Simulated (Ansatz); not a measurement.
System: Al$_{3}$Ga$_{2}$As$_{5}$.

Input

```
crystal:
  lattice:
    - [-2.0293040182, 2.0293040182, 14.2979026964]
    - [2.0293040182, -2.0293040182, 14.2979026964]
    - [2.0293040182, 2.0293040182, -14.2979026964]
  atoms:
    - { symbol: Al, position: [0.0, 0.0, 0.0] }
    - { symbol: Al, position: [0.5998316732, 0.5998316732, 0.0] }
    - { symbol: Al, position: [0.4001683268, 0.4001683268, 0.0] }
    - { symbol: Ga, position: [0.1998852346, 0.1998852346, 0.0] }
    - { symbol: Ga, position: [0.8001147654, 0.8001147654, 0.0] }
    - { symbol: As, position: [0.6495525758, 0.1495525758, 0.5] }
    - { symbol: As, position: [0.25, 0.75, 0.5] }
    - { symbol: As, position: [0.8504474242, 0.3504474242, 0.5] }
    - { symbol: As, position: [0.4500804094, 0.9500804094, 0.5] }
    - { symbol: As, position: [0.0499195906, 0.5499195906, 0.5] }
basis:
  ecutwfc: 420
kpoints:
  mp_grid: { grid: [10, 10, 10] }
hamiltonian:
  xc: pbe
scf:
  occupations: { method: gaussian, width: 0.02 }
output:
  forces: true
  stress: true
  eigenvalues: true
  write_density: true
  write_potential: true
  elf: true
  volumetric_format: npy
relax:
  adjacent_minimum: "off"
  f_tol: 0.01
  max_steps: 80
  cell: { stress_tol: 0.05 }
```

Command:

```sh
ansatz run input.yaml --threads 4 --pin off --max-ram 8192MiB --backend cpu --events-out ev --progress --plain --runs-dir out
```

Below, planes, directions and counts refer to the conventional cell (a = 4.06 Å, b = 4.06 Å, c = 28.68 Å, α = 90.00°, β = 90.00°, γ = 90.00°).

The fields are those of the run's last geometry, not of the input's.

Space group I-4m2; a structure generated by program, which may or may not match a known phase.

All numbers below come from DFT PBE, scalar-relativistic, plane waves, PAW (Ansatz).

What can the converged valence pseudo-density and electron localisation function tell about the bonding?

Answer. Al–As (2.48 Å): ρ is about 0.46 e/Å³ halfway; the ELF peaks at about 0.90 between the atoms; localised, covalent bonding.
Ga–As (2.49 Å): ρ is about 0.47 e/Å³ halfway; the ELF peaks at about 0.80 between the atoms; localised, covalent bonding.

Metal or insulator at this level of theory?

Answer. It is gapped, with a Kohn–Sham gap of 1.0 eV on the k-point mesh, an upper bound to the gap of this method.

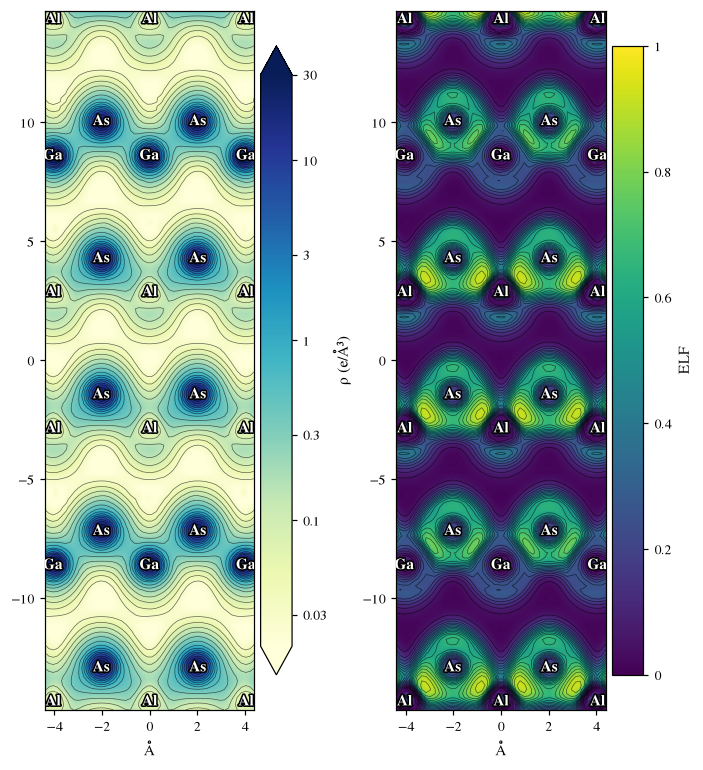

Computed valence pseudo-density and electron localisation function on the (010) plane of the conventional cell, in this order. 

In a PAW calculation such maps are meaningful between the atoms, not at the nuclei.
